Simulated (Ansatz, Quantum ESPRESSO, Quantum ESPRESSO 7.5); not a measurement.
## Sb chain with one bond drawn out by 1.5 Å: ballistic transmission

How well does the junction conduct in the ballistic limit? It is: Sb chain with one bond drawn out by 1.5 Å.

Program: Quantum ESPRESSO 7.5. Level of theory: plane-wave DFT, PBE, GBRV ultrasoft pseudopotentials (cross-check by Ansatz 0.2.0 with PAW datasets). Results are calculated unless marked as measured.

### 1. Set-up

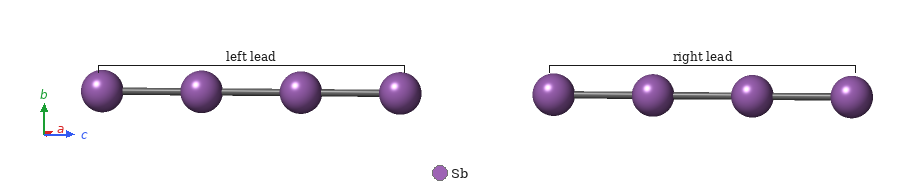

Start, viewed from the side, with the c axis across the page; antimony purple.

The cell holds 8 atoms: 8 Sb. Cell: a = 7.500 Å, b = 7.500 Å, c = 23.500 Å, α = 90.0°, β = 90.0°, γ = 90.0°. Regions: left lead, 4 atoms (4 Sb); right lead, 4 atoms (4 Sb). Vacuum lies along a and b. The structure is stacked along c, and the current runs across the ab planes.

### 2. Ground state

One periodic cell holds a stretch of lead, the junction and more lead; the atoms stay as built.

File scf.in:

```
&control
  prefix = 'scf'
  outdir = './out'
  pseudo_dir = './pseudo'
  calculation = 'scf'
  tprnfor = .true.
/
&system
  ibrav = 0
  nat = 8
  ntyp = 1
  ecutwfc = 34
  ecutrho = 170
  occupations = 'smearing'
  smearing = 'mv'
  degauss = 0.01
/
&electrons
  conv_thr = 1e-07
  mixing_beta = 0.25
  electron_maxstep = 120
  mixing_mode = 'local-TF'
/
ATOMIC_SPECIES
  Sb  121.7600  sb_pbe_v1.4.uspp.F.UPF
CELL_PARAMETERS angstrom
  7.50000000000000 0.00000000000000 0.00000000000000
  0.00000000000000 7.50000000000000 0.00000000000000
  0.00000000000000 0.00000000000000 23.50000000000000
ATOMIC_POSITIONS crystal
  Sb  0.500000000000 0.500000000000 0.000000000000
  Sb  0.500000000000 0.500000000000 0.117021276596
  Sb  0.500000000000 0.500000000000 0.234042553191
  Sb  0.500000000000 0.500000000000 0.351063829787
  Sb  0.500000000000 0.500000000000 0.531914893617
  Sb  0.500000000000 0.500000000000 0.648936170213
  Sb  0.500000000000 0.500000000000 0.765957446809
  Sb  0.500000000000 0.500000000000 0.882978723404
K_POINTS automatic
  1 1 3 0 0 0
```

On the command line:

```bash
> OMP_NUM_THREADS=1 mpirun -n 2 pw.x -nk 1 -in scf.in > scf.out
```

Log:

```text
Program PWSCF v.7.5 starts
[citation notice left out]

     Parallel version (MPI & OpenMP), running on       2 processor cores
     Number of MPI processes:                 2
     Threads/MPI process:                     1

     MPI processes distributed on     1 nodes
[...]
Current dimensions of program PWSCF are:
     Max number of different atomic species (ntypx) = 10
     Max number of k-points (npk) =  40000
     Max angular momentum in pseudopotentials (lmaxx) =  4
     Message from routine setup:
     using ibrav=0 with symmetry is DISCOURAGED, use correct ibrav instead

     R & G space division:  proc/nbgrp/npool/nimage =       2
     Subspace diagonalization in iterative solution of the eigenvalue problem:
     a serial algorithm will be used

     Parallelization info
     --------------------
     sticks:   dense  smooth     PW     G-vecs:    dense   smooth      PW
     Min        1354    1088    276               167060   119480   15310
     Max        1355    1089    277               167073   119485   15317
     Sum        2709    2177    553               334133   238965   30627

     Using Slab Decomposition

     bravais-lattice index     =            0
     lattice parameter (alat)  =      14.1729  a.u.
     unit-cell volume          =    8920.4547 (a.u.)^3
     number of atoms/cell      =            8
     number of atomic types    =            1
     number of electrons       =       120.00
     number of Kohn-Sham states=           72
     kinetic-energy cutoff     =      34.0000  Ry
     charge density cutoff     =     170.0000  Ry
     scf convergence threshold =      1.0E-07
     mixing beta               =       0.2500
     number of iterations used =            8  local-TF  mixing
     Exchange-correlation=  SLA  PW   PBX  PBC
                           (   1   4   3   4   0   0   0)

     celldm(1)=  14.172946  celldm(2)=   0.000000  celldm(3)=   0.000000
     celldm(4)=   0.000000  celldm(5)=   0.000000  celldm(6)=   0.000000

     crystal axes: (cart. coord. in units of alat)
               a(1) = (   1.000000   0.000000   0.000000 )
               a(2) = (   0.000000   1.000000   0.000000 )
               a(3) = (   0.000000   0.000000   3.133333 )

     reciprocal axes: (cart. coord. in units 2 pi/alat)
               b(1) = (  1.000000  0.000000  0.000000 )
               b(2) = (  0.000000  1.000000  0.000000 )
               b(3) = (  0.000000  0.000000  0.319149 )

     PseudoPot. # 1 for Sb read from file:
     ./pseudo/sb_pbe_v1.4.uspp.F.UPF
     Pseudo is Ultrasoft + core correction, Zval = 15.0
     Generated by new atomic code, or converted to UPF format
     Using radial grid of  891 points,  6 beta functions with:
                l(1) =   0
                l(2) =   0
                l(3) =   1
                l(4) =   1
                l(5) =   2
                l(6) =   2
     Q(r) pseudized with  8 coefficients,  rinner =    1.350   1.350   1.350
                                                       1.350   1.350

     atomic species   valence    mass     pseudopotential
     Sb               15.00   121.76000     Sb( 1.00)

      8 Sym. Ops. (no inversion) found

   Cartesian axes

     site n.     atom                  positions (alat units)
         1        Sb     tau(   1) = (   0.5000000   0.5000000   0.0000000  )
         2        Sb     tau(   2) = (   0.5000000   0.5000000   0.3666667  )
         3        Sb     tau(   3) = (   0.5000000   0.5000000   0.7333333  )
         4        Sb     tau(   4) = (   0.5000000   0.5000000   1.1000000  )
         5        Sb     tau(   5) = (   0.5000000   0.5000000   1.6666667  )
         6        Sb     tau(   6) = (   0.5000000   0.5000000   2.0333333  )
         7        Sb     tau(   7) = (   0.5000000   0.5000000   2.4000000  )
         8        Sb     tau(   8) = (   0.5000000   0.5000000   2.7666667  )

     number of k points=     2  Marzari-Vanderbilt smearing, width (Ry)=  0.0100
                       cart. coord. in units 2pi/alat
        k(    1) = (   0.0000000   0.0000000   0.0000000), wk =   0.6666667
        k(    2) = (   0.0000000   0.0000000   0.1063830), wk =   1.3333333

     Dense  grid:   334133 G-vectors     FFT dimensions: (  60,  60, 192)

     Smooth grid:   238965 G-vectors     FFT dimensions: (  54,  54, 180)

     Estimated max dynamical RAM per process >     707.43 MB

     Estimated total dynamical RAM >       1.38 GB

     Initial potential from superposition of free atoms

     starting charge     111.9999, renormalised to     120.0000

     negative rho (up, down):  8.997E-04 0.000E+00
     Starting wfcs are   72 randomized atomic wfcs

     total cpu time spent up to now is        2.8 secs

     per-process dynamical memory:   172.6 Mb

     Self-consistent Calculation

     iteration #  1     ecut=    34.00 Ry     beta= 0.25
     Davidson diagonalization with overlap
     ethr =  1.00E-02,  avg # of iterations = 10.0

     negative rho (up, down):  1.255E-01 0.000E+00

     total cpu time spent up to now is       12.5 secs

     total energy              =   -1481.82806876 Ry
     estimated scf accuracy    <       9.68049629 Ry

     iteration #  2     ecut=    34.00 Ry     beta= 0.25
[...]
negative rho (up, down):  9.950E-01 0.000E+00

[...]
total energy              =   -1477.50988218 Ry
     estimated scf accuracy    <       6.98693451 Ry

     iteration #  3     ecut=    34.00 Ry     beta= 0.25
[...]
negative rho (up, down):  8.175E-01 0.000E+00

[...]
total energy              =   -1478.96570001 Ry
     estimated scf accuracy    <       0.41801125 Ry

     iteration #  4     ecut=    34.00 Ry     beta= 0.25
[...]
negative rho (up, down):  6.960E-01 0.000E+00

[...]
total energy              =   -1478.87835431 Ry
     estimated scf accuracy    <       0.23763127 Ry

     iteration #  5     ecut=    34.00 Ry     beta= 0.25
[...]
negative rho (up, down):  5.572E-01 0.000E+00

[...]
total energy              =   -1478.86064555 Ry
     estimated scf accuracy    <       0.07844498 Ry

     iteration #  6     ecut=    34.00 Ry     beta= 0.25
[...]
negative rho (up, down):  3.442E-01 0.000E+00

[...]
total energy              =   -1478.85377791 Ry
     estimated scf accuracy    <       0.02538090 Ry

     iteration #  7     ecut=    34.00 Ry     beta= 0.25
[...]
negative rho (up, down):  4.240E-02 0.000E+00

[...]
total energy              =   -1478.83412095 Ry
     estimated scf accuracy    <       0.01576690 Ry

     iteration #  8     ecut=    34.00 Ry     beta= 0.25
[...]
negative rho (up, down):  1.877E-02 0.000E+00

[...]
total energy              =   -1478.83721609 Ry
     estimated scf accuracy    <       0.00207340 Ry

     iteration #  9     ecut=    34.00 Ry     beta= 0.25
[...]
negative rho (up, down):  7.025E-03 0.000E+00

[...]
total energy              =   -1478.83719664 Ry
     estimated scf accuracy    <       0.00022570 Ry

     iteration # 10     ecut=    34.00 Ry     beta= 0.25
[...]
negative rho (up, down):  6.881E-04 0.000E+00

[...]
total energy              =   -1478.83709673 Ry
     estimated scf accuracy    <       0.00004876 Ry

     iteration # 11     ecut=    34.00 Ry     beta= 0.25
[...]
negative rho (up, down):  3.697E-05 0.000E+00

[...]
total energy              =   -1478.83710286 Ry
     estimated scf accuracy    <       0.00000546 Ry

     iteration # 12     ecut=    34.00 Ry     beta= 0.25
[...]
negative rho (up, down):  4.621E-05 0.000E+00

[...]
total energy              =   -1478.83710401 Ry
     estimated scf accuracy    <       0.00000282 Ry

     iteration # 13     ecut=    34.00 Ry     beta= 0.25
[...]
negative rho (up, down):  1.377E-04 0.000E+00

[...]
total energy              =   -1478.83710559 Ry
     estimated scf accuracy    <       0.00000084 Ry

     iteration # 14     ecut=    34.00 Ry     beta= 0.25
[...]
negative rho (up, down):  1.370E-04 0.000E+00

[...]
total energy              =   -1478.83710568 Ry
     estimated scf accuracy    <       0.00000013 Ry

     iteration # 15     ecut=    34.00 Ry     beta= 0.25
[...]
negative rho (up, down):  1.260E-04 0.000E+00

[...]
End of self-consistent calculation

          k = 0.0000 0.0000 0.0000 ( 29915 PWs)   bands (ev):

   -31.1851 -31.1351 -31.0495 -30.9692 -30.9692 -30.9669 -30.9546 -30.9546
   -30.9285 -30.9284 -30.9280 -30.9278 -30.9276 -30.9276 -30.8940 -30.8940
   -30.8830 -30.8787 -30.8779 -30.8705 -30.8702 -30.8604 -30.8604 -30.8359
   -30.8356 -30.8354 -30.8352 -30.8329 -30.8329 -30.8182 -30.8182 -30.8111
   -30.8111 -30.8033 -30.8031 -30.8028 -30.8026 -30.7956 -30.7435 -30.7127
   -12.3656 -12.1447 -11.7881 -11.2461 -10.6769  -9.8592  -9.0788  -8.1739
    -5.7367  -4.3425  -3.7011  -3.7011  -3.4796  -3.4796  -3.2636  -3.1698
    -3.1698  -2.6368  -2.6368  -2.1875  -2.1875  -1.4567  -1.4567  -1.1126
    -0.9438  -0.9438  -0.3519  -0.3519  -0.0424   1.1905   1.4077   1.5374

          k = 0.0000 0.0000 0.1064 ( 29838 PWs)   bands (ev):

   -31.1850 -31.1352 -31.0494 -30.9694 -30.9694 -30.9673 -30.9544 -30.9544
   -30.9283 -30.9282 -30.9278 -30.9277 -30.9272 -30.9272 -30.8936 -30.8936
   -30.8816 -30.8785 -30.8777 -30.8703 -30.8701 -30.8601 -30.8601 -30.8358
   -30.8354 -30.8353 -30.8350 -30.8333 -30.8333 -30.8176 -30.8176 -30.8109
   -30.8109 -30.8031 -30.8029 -30.8027 -30.8025 -30.7959 -30.7423 -30.7128
   -12.3643 -12.1500 -11.7754 -11.2725 -10.6327  -9.9225  -9.0012  -8.2306
    -5.6383  -4.5769  -3.6976  -3.6976  -3.4941  -3.4941  -3.1388  -3.1388
    -2.9299  -2.6944  -2.6944  -2.1042  -2.1042  -1.5713  -1.5549  -1.5549
    -0.8567  -0.8567  -0.3886  -0.3886   0.5011   1.2090   1.3021   1.6870

     the Fermi energy is    -2.1140 ev

!    total energy              =   -1478.83710644 Ry
     estimated scf accuracy    <       0.00000003 Ry
     smearing contrib. (-TS)   =      -0.00537714 Ry
     internal energy E=F+TS    =   -1478.83172930 Ry

     The total energy is F=E-TS. E is the sum of the following terms:
     one-electron contribution =   -1701.09586977 Ry
     hartree contribution      =     865.65155820 Ry
     xc contribution           =    -351.22766405 Ry
     ewald contribution        =    -292.15975368 Ry

     convergence has been achieved in  15 iterations

     negative rho (up, down):  1.260E-04 0.000E+00

     Forces acting on atoms (cartesian axes, Ry/au):

     atom    1 type  1   force =     0.00000000    0.00000000   -0.02151846
     atom    2 type  1   force =     0.00000000    0.00000000   -0.00713954
     atom    3 type  1   force =     0.00000000    0.00000000    0.06815132
     atom    4 type  1   force =     0.00000000    0.00000000   -0.05706839
     atom    5 type  1   force =     0.00000000    0.00000000    0.05705330
     atom    6 type  1   force =     0.00000000    0.00000000   -0.06814282
     atom    7 type  1   force =     0.00000000    0.00000000    0.00714299
     atom    8 type  1   force =     0.00000000    0.00000000    0.02152160

     Total force =     0.129723     Total SCF correction =     0.000248

[...]
=------------------------------------------------------------------------------=
   JOB DONE.
=------------------------------------------------------------------------------=
```

It took 1.9 min on 2 MPI ranks of Arm Neoverse V1, shared host; peak memory 1.4 GiB; 3.9 min of CPU time.

Numbers from this step:

```
free energy  : -20120.6038 eV
Fermi energy : -2.114 eV
```

The program's own clock; routines nest. Time by routine:

| routine | wall time (s) | calls |
| --- | --- | --- |
| PWSCF | 115.5 | 1 |
| electrons | 111.1 | 1 |
| c_bands | 69.49 | 15 |
| cegterg | 68.3 | 30 |
| h_psi | 47.5 | 138 |
| fftw | 43.1 | 12942 |
| vloc_psi | 37.96 | 138 |
| sum_band | 18.98 | 15 |
| mix_rho | 12.07 | 15 |
| newd | 9.21 | 16 |
| ffts | 7.98 | 1753 |
| calbec | 6.87 | 176 |
| h_psi:calbec | 4.59 | 138 |
| add_vuspsi | 4.52 | 138 |

The run needed 15 iterations to bring the estimated error under 1e-07 Ry; the largest force on any atom, held or free, is 1.75 eV/Å.

(Part 1 of 4 ends here.)

[Logs are printed without paths, hosts, clocks, repeated set-up lines and the standing remarks that a program may print on its own settings, such as how far it seeks lower states.]

[Hosts, paths, dates, database ids (printed as entryN), source tags and the programs' standing remarks are cut or masked in the printed files.]

[Maps of the electrostatic potential energy from Ansatz leave out the sawtooth potential of an applied field or a dipole correction, so their vacuum need not be flat; planar profiles and work functions include it.]
